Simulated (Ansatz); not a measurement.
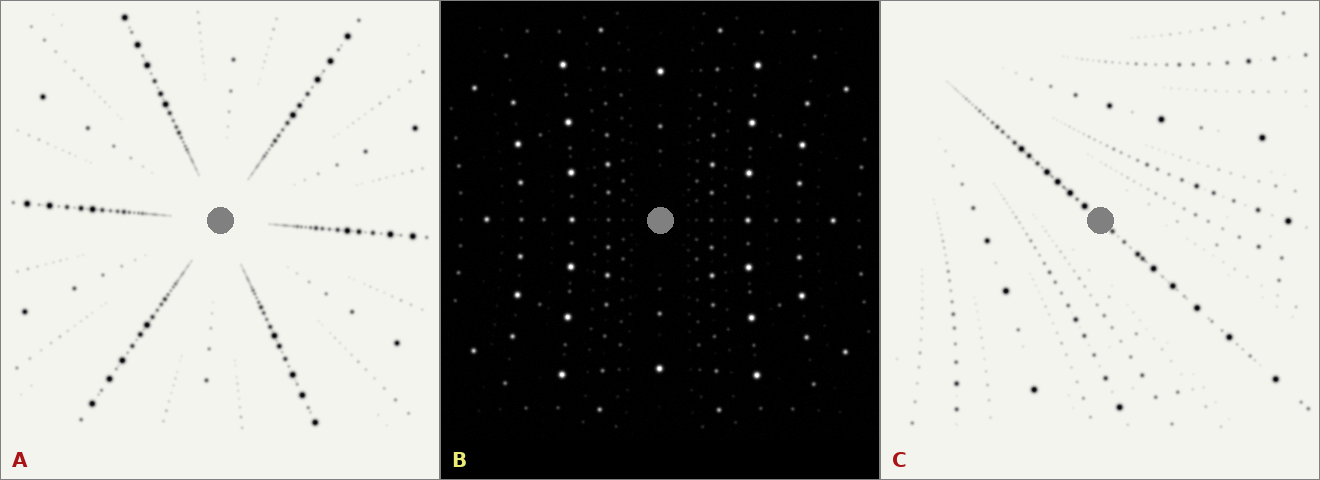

Simulated back-reflection Laue patterns (white X-rays, 0.45 to 2.2 Å, flat plate covering ±45° about the beam, kinematic intensities, seen from the source). Crystal: Ir, space group P6_3/mmc (No. 194), a = 2.739 Å, c = 8.950 Å (hexagonal axes). Structure: the geometry relaxed with DFT, PBE, plane waves (420 eV) with PAW, scalar-relativistic (Ansatz 0.2.0); the starting structure was generated, so it need not be a known form of this composition.

### The directions [001], [100], [211] point towards the source, in some order. Which is which?

A: [001], symmetry 6mm (a sixfold axis with mirror lines). B: [100], symmetry 2mm (a twofold axis with two mirror lines). C: [211], symmetry m (one mirror line). The Laue class is 6/mmm.
